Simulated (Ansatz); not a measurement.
## What a change does: single-point calculation on MoS

System: MoS (Fm-3m, 2 atoms in the cell).
Method of run 1: DFT PBEsol+U, scalar-relativistic, plane waves, PAW, Ueff = 4 eV on Mo d, spin-polarised (Ansatz 0.2.0).

The structure was built on a prototype by a generator; it need not be a known phase. Text and figures count atoms from 1; the logs count them from 0 in places.

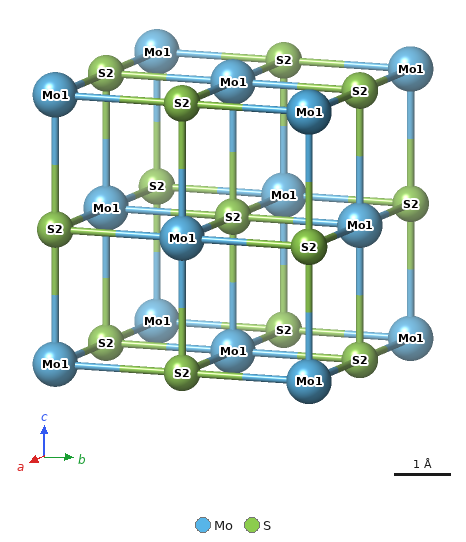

**Figure 1.** The structure as given in the input (ball-and-stick view of the cell 4 times as large as that of the calculation, set on its symmetry axes, seen slightly off an axis; atoms are numbered from 1 in the order of the input). An atom can appear more than once, as a periodic image. Near neighbours in the periodic cell (some may lie outside the picture): Mo has 6 S at 2.45 Å; S has 6 Mo at 2.45 Å.

## The input, run 1
```yaml
crystal:
  lattice:
    - [0.0, 2.4478204267, 2.4478204267]
    - [2.4478204267, 0.0, 2.4478204267]
    - [2.4478204267, 2.4478204267, 0.0]
  atoms:
    - { symbol: Mo, position: [0.0, 0.0, 0.0], spin: 3.5 }
    - { symbol: S, position: [0.5, 0.5, 0.5] }
basis:
  ecutwfc: 420
kpoints:
  mp_grid: { grid: [14, 14, 14] }
hamiltonian:
  xc: pbesol
  hubbard: { sites: [{ species: Mo, l: d, u_eff: 4.0 }] }
scf:
  occupations: { method: gaussian, width: 0.05 }
output:
  forces: true
  stress: true
  eigenvalues: true
  populations: true
magnetization:
  spin_polarized: true
```

Command:
```bash
ansatz run input.yaml --threads 1 --pin off --max-ram 2560MiB --backend cpu --events-out ev --progress --plain --runs-dir out
```

Hardware: 1 thread of Intel Xeon @ 2.70GHz, 189 GiB of memory available, shared host.

## Output, shortened to warnings, some set-up lines, iterations and results (run 1)
```
Basis set: ecut = 420 eV, 537 PW (Γ), exchange–correlation on 48×48×48 points (8 copies of the dense FFT grid, shifted against one another)
Symmetry: 48 space group operations
k-points: 104 of 2744
Initial density: superposition of atomic densities (chi_scale 0.1, normalization cell)
[...]
SCF iter   1: F=—  HF=-5778.003906 eV  |F-HF|=—  |Δ(HF+E_count)|=         —  Δρ=8.13e-2 (↑8.13e-2 ↓5.84e-2)  dr2=1.42e0  dr2_m=1.11e0  M=3.201 μB ∫|m|=3.212 μB  β_m=0.30  …
SCF iter   2: F=—  HF=-5778.118142 eV  |F-HF|=—  |Δ(HF+E_count)|=   1.14e-1  Δρ=5.66e-2 (↑5.66e-2 ↓4.30e-2)  dr2=6.33e-1  dr2_m=5.66e-1  M=3.156 μB ∫|m|=3.171 μB  β_m=0.30  …
SCF iter   3: F=—  HF=-5778.131407 eV  |F-HF|=—  |Δ(HF+E_count)|=   1.33e-2  Δρ=3.40e-2 (↑2.79e-2 ↓3.40e-2)  dr2=1.46e-2  dr2_m=2.53e-1  M=3.126 μB ∫|m|=3.152 μB  β_m=0.30  …
SCF iter   4: F=—  HF=-5778.236289 eV  |F-HF|=—  |Δ(HF+E_count)|=   1.05e-1  Δρ=2.45e-2 (↑2.45e-2 ↓2.32e-2)  dr2=8.21e-3  dr2_m=1.51e-1  M=3.072 μB ∫|m|=3.097 μB  β_m=0.30  …
SCF iter   5: F=—  HF=-5778.296763 eV  |F-HF|=—  |Δ(HF+E_count)|=   6.05e-2  Δρ=1.82e-2 (↑1.82e-2 ↓1.72e-2)  dr2=3.52e-4  dr2_m=8.39e-2  M=3.031 μB ∫|m|=3.055 μB  β_m=0.30  …
[... 16 lines ...]
SCF iter   3: F=—  HF=-5778.401911 eV  |F-HF|=—  |Δ(HF+E_count)|=   1.23e-1  Δρ=4.02e-4 (↑4.02e-4 ↓3.09e-4)  dr2=1.06e-4  dr2_m=1.19e-5  M=2.756 μB ∫|m|=2.760 μB  …
SCF iter   4: F=-5778.401985 eV  HF=-5778.401985 eV  |F-HF|=1.46e-8  |Δ(HF+E_count)|=   7.34e-5  Δρ=6.82e-6 (↑6.82e-6 ↓6.22e-6)  dr2=2.85e-8  dr2_m=1.96e-9  M=2.760 μB …
SCF iter   5: F=-5778.401985 eV  HF=-5778.401985 eV  |F-HF|=1.46e-8  |Δ(HF+E_count)|=  1.81e-10  Δρ=6.82e-6 (↑6.82e-6 ↓6.25e-6)  dr2=2.86e-8  dr2_m=1.99e-9  M=2.760 μB …
SCF iter   6: F=-5778.401985 eV  HF=-5778.401985 eV  |F-HF|=1.36e-9  |Δ(HF+E_count)|=  8.34e-10  Δρ=1.91e-6 (↑1.91e-6 ↓1.34e-6)  dr2=2.01e-9  dr2_m=1.26e-10  M=2.760 μB …
SCF 2 converged in 6 iterations: F = -5778.401985 eV  dr2 = 2.01e-9
an SCF from another whole filling of 1 corrected shell (1 electron), with 36 of the crystal's symmetry operations given up (288 k-points in place of 104), reached no lower state that the run goes on to. This is no proof of a minimum. Whole fillings of corrected shells: 1 of 1 tried, 0 with no close
SCF converged after 18 iterations
Magnetization: 2.7596 μB (11.3798 up, 8.6202 down)
Absolute magnetization: 2.7628 μB (∫|ρ↑−ρ↓|, with the PAW one-centre terms)
Spin contamination: 0.0280 ħ² per cell (⟨S²⟩ above its minimum at these occupations)
Per-site moments (μB) at R_I (Å): [(1.982818855193511, 1.00972592601375), (0.0659349528161074, 1.00972592601375)]
Free energy (F): -5778.401985 eV
Harris-Foulkes:  -5778.401985 eV  (|F-HF|=2.62e-9)
Internal energy: -5778.401494 eV  (E = F + TS)
E sigma→0 (E₀):  -5778.401739 eV
Entropy (-TS):   -0.000491 eV (-0.245 meV/atom)
Fermi energy:    17.519090 eV
--- Per-component energies (eV) ---
  E_band       = -61.806698
  E_kinetic    = 559.957907
  E_local      = -1025.371430  (includes V_loc(G=0)·N_el)
  E_nonlocal   = 177.381067
  E_hartree    = 351.760391
  E_xc         = -281.684730
  E_vxc        = -320.066969  (∫ρ·V_xc dr)
  E_hubbard    = 3.075039  (on-site DFT+U / exact-exchange correction)
  E_vhub       = -4.450410  (the Hubbard potential's part of the band-sum identity)
  E_paw        = -3730.226485  (= ΣΔE_a)
  E_vpaw       = -152.777763  (= ΣTr[D̂ρ^β])
  E_aug_tail   = 0.000044  (compensation charges beyond the density's cutoff)
  E_ewald      = -1833.564547
  E_core_change = 0.271249  (= ΣΔE_core)
  E_smearing   = -0.000491  (= −TS)
  E_closure    = -0.000000  (closes the sum)
  Σ components = -5778.401985   (vs F -5778.401985, Δ=0.00e0)
--- Forces (eV/Å), atoms counted from 1 ---
  atom   1  Mo    -0.00000000     0.00000000     0.00000000
  atom   2  S      0.00000000    -0.00000000    -0.00000000
  max |Σ_I F_I| component: 1.12e-30 eV/Å
--- Stress (GPa, compression-positive) ---
       24.161269       0.000000      -0.000000
        0.000000      24.161269       0.000000
       -0.000000      -0.000000      24.161269
  P = ⅓ Tr σ = 24.1613 GPa (241.613 kbar)
Occupation matrices written to [file]
--- Löwdin populations: 2 sites ---
  site symbol       q [e]    m [muB]
     0     Mo     13.7596     2.7029
     1      S      6.1029     0.0330
  spilling = 0.006874 (of n_electrons = 20.000000)
```

The input of run 2 differs as follows (lines with − go, lines with + come):
```diff
-    - { symbol: Mo, position: [0.0, 0.0, 0.0], spin: 3.5 }
+    - { symbol: Mo, position: [0.0, 0.0, 0.0] }
-  populations: true
-magnetization:
-  spin_polarized: true
```

What does this change do to the results?

With the same functional and potentials, run 2 lies 507.0 meV per atom higher. The pressure goes from 24.16 to 1.71 GPa. On the same kind of shared host run 2 took about 0.059 times as long.

## Output, shortened to warnings, some set-up lines, iterations and results (run 2)
```
Basis set: ecut = 420 eV, 537 PW (Γ), exchange–correlation on 48×48×48 points (8 copies of the dense FFT grid, shifted against one another)
Symmetry: 48 space group operations
k-points: 104 of 2744
Initial density: superposition of atomic densities (chi_scale 0.1, normalization cell, long waves kept (reshape's long-wave potential 0.00 eV rms))
[...]
SCF iter   1: F=—  HF=-5777.595378 eV  |F-HF|=—  |Δ(HF+E_count)|=         —  Δρ=6.01e-2  dr2=1.55e0  ethr=3.10e-3  ⟨swp⟩=5.3  Hψ=8145  notcnv=0
SCF iter   2: F=—  HF=-5777.295507 eV  |F-HF|=—  |Δ(HF+E_count)|=   3.00e-1  Δρ=2.31e-2  dr2=1.08e-1  ethr=3.10e-3  ⟨swp⟩=2.3  Hψ=3079  notcnv=0  defer=8
SCF iter   3: F=—  HF=-5777.354045 eV  |F-HF|=—  |Δ(HF+E_count)|=   5.85e-2  Δρ=9.75e-3  dr2=1.01e-2  ethr=5.40e-4  ⟨swp⟩=2.1  Hψ=2205  notcnv=0  defer=8
SCF iter   4: F=—  HF=-5777.385490 eV  |F-HF|=—  |Δ(HF+E_count)|=   3.14e-2  Δρ=3.02e-3  dr2=1.61e-3  ethr=5.03e-5  ⟨swp⟩=1.5  Hψ=2163  notcnv=0  defer=4
SCF iter   5: F=—  HF=-5777.387610 eV  |F-HF|=—  |Δ(HF+E_count)|=   2.12e-3  Δρ=1.54e-3  dr2=6.95e-4  ethr=8.06e-6  ⟨swp⟩=2.1  Hψ=2410  notcnv=0
SCF iter   6: F=—  HF=-5777.387870 eV  |F-HF|=—  |Δ(HF+E_count)|=   2.60e-4  Δρ=4.11e-4  dr2=5.44e-5  ethr=3.48e-6  ⟨swp⟩=2.2  Hψ=1904  notcnv=0
SCF iter   7: F=—  HF=-5777.387891 eV  |F-HF|=—  |Δ(HF+E_count)|=   2.08e-5  Δρ=2.62e-5  dr2=6.24e-8  ethr=5.00e-10  ⟨swp⟩=5.1  Hψ=8264  notcnv=0
SCF iter   8: F=-5777.387891 eV  HF=-5777.387891 eV  |F-HF|=1.28e-9  |Δ(HF+E_count)|=   3.12e-7  Δρ=1.97e-6  dr2=1.60e-9  ethr=3.12e-10  ⟨swp⟩=4.0  Hψ=4556  notcnv=0
SCF 1 converged in 8 iterations: F = -5777.387891 eV  dr2 = 1.60e-9
SCF converged after 8 iterations
Free energy (F): -5777.387891 eV
Harris-Foulkes:  -5777.387891 eV  (|F-HF|=1.28e-9)
Internal energy: -5777.384870 eV  (E = F + TS)
E sigma→0 (E₀):  -5777.386380 eV
Entropy (-TS):   -0.003022 eV (-1.511 meV/atom)
Fermi energy:    17.104953 eV
--- Per-component energies (eV) ---
  E_band       = -62.472676
  E_kinetic    = 555.711444
  E_local      = -1018.763062  (includes V_loc(G=0)·N_el)
  E_nonlocal   = 175.380098
  E_hartree    = 348.222890
  E_xc         = -280.201751
  E_vxc        = -318.165559  (∫ρ·V_xc dr)
  E_hubbard    = 4.667336  (on-site DFT+U / exact-exchange correction)
  E_vhub       = -1.657438  (the Hubbard potential's part of the band-sum identity)
  E_paw        = -3729.108570  (= ΣΔE_a)
  E_vpaw       = -151.422734  (= ΣTr[D̂ρ^β])
  E_aug_tail   = 0.000044  (compensation charges beyond the density's cutoff)
  E_ewald      = -1833.564547
  E_core_change = 0.271249  (= ΣΔE_core)
  E_smearing   = -0.003022  (= −TS)
  E_closure    = 0.000000  (closes the sum)
  Σ components = -5777.387891   (vs F -5777.387891, Δ=0.00e0)
--- Forces (eV/Å), atoms counted from 1 ---
  atom   1  Mo    -0.00000000     0.00000000     0.00000000
  atom   2  S      0.00000000    -0.00000000     0.00000000
  max |Σ_I F_I| component: 1.31e-30 eV/Å
--- Stress (GPa, compression-positive) ---
        1.714179      -0.000000      -0.000000
       -0.000000       1.714179       0.000000
        0.000000      -0.000000       1.714179
  P = ⅓ Tr σ = 1.7142 GPa (17.142 kbar)
Occupation matrices written to [file]
```

## The two runs side by side

| quantity | run 1 | run 2 |
| --- | --- | --- |
| outcome | converged | converged |
| free energy per atom (eV) | −2889.2010 | −2888.6939 |
| energy per atom, smearing taken to zero (eV) | −2889.2009 | −2888.6932 |
| gap on the mesh (eV) | 0.00 | 0.00 |
| net moment of the cell (μB) | 2.76 | – |
| absolute moment of the cell (μB) | 2.76 | – |
| pressure (GPa) | 24.16 | 1.71 |
| largest force (eV/Å) | 0.000 | 0.000 |
| irreducible k-points | 104 | 104 |
| plane waves at Γ | 537 | 537 |
| SCF iterations | – | 8 |
| wall time (shared host) | 75 s | 4.4 s |

For run 1: The electronic state found may not be the lowest one. The cell is under a pressure of 24 GPa at this level, so it is not at its equilibrium volume.
